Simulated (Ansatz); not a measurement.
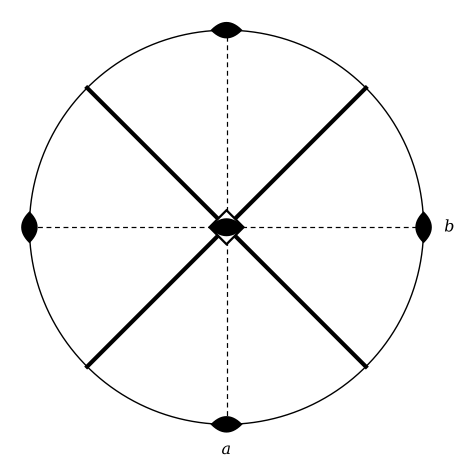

Stereographic projection: heavy lines are mirror planes (a heavy rim: a mirror in the plane of the page); lens, triangle, square and hexagon are 2-, 3-, 4- and 6-fold axes, a lens in an open square is −4, a triangle in an open hexagon −6; thin dashed diameters join the ends of axes that lie in the page; a small open circle marks inversion. The c axis points at the viewer. Computed from the symmetry operations of a computed or model structure of composition SiO2.

Question: Which point group is this?

Answer: -42m (D2d), order 8, tetragonal system: one −4 axis, two twofold axes, two mirror planes.

Question: Can such a crystal be piezoelectric, pyroelectric or chiral?

Answer: It is not centrosymmetric; not polar, but piezoelectricity is allowed; it is not chiral.
